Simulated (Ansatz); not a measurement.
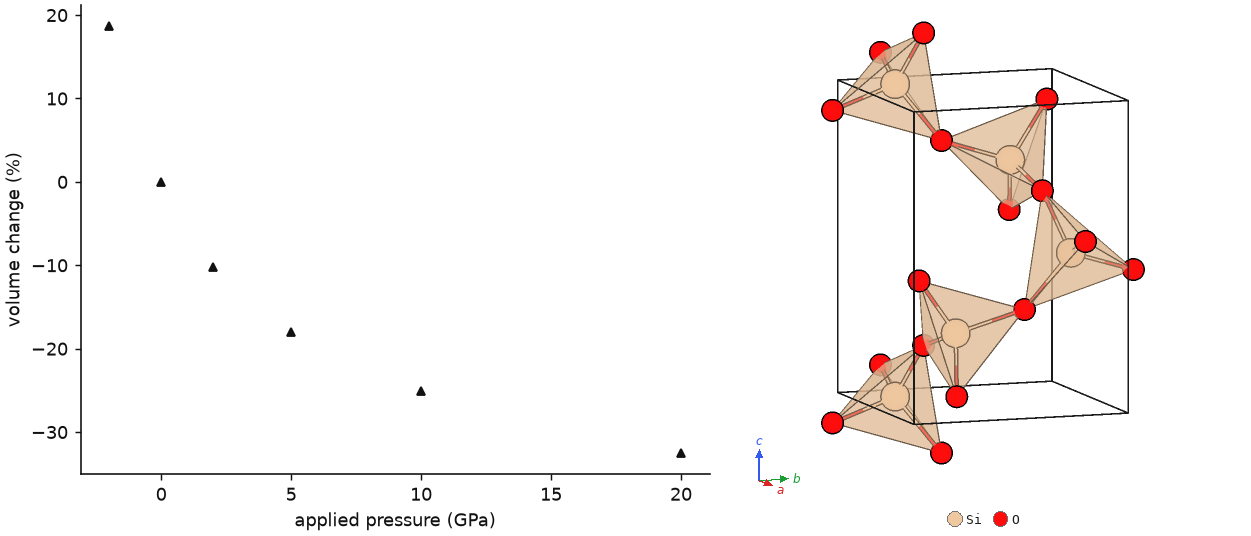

The plot gives the computed volume change against applied pressure for SiO₂, space group P4_32_12 (No. 96). The conventional cell is drawn beside the plot.

Cell as given: a = 4.982 Å, b = 4.982 Å, c = 6.921 Å, α = 90.00°, β = 90.00°, γ = 90.00°; 12 atoms.

Computed with Ansatz 0.2.0: volume, enthalpy and cell of a crystal along a series of hydrostatic pressures at zero temperature, keeping its symmetry; changes are against the given cell; the k mesh follows the cell and the gap; plane waves with PAW datasets, Γ-centred k mesh. Level: r2SCAN, no spin polarisation.

wave cutoff 500 eV; occupations Gaussian; k mesh at zero pressure 6×6×4; smearing width at zero pressure 0.02 eV.

**Read off the course of the volume change.**

It falls from 18.65 % at applied pressure −2 GPa to −32.51 % at 20 GPa.
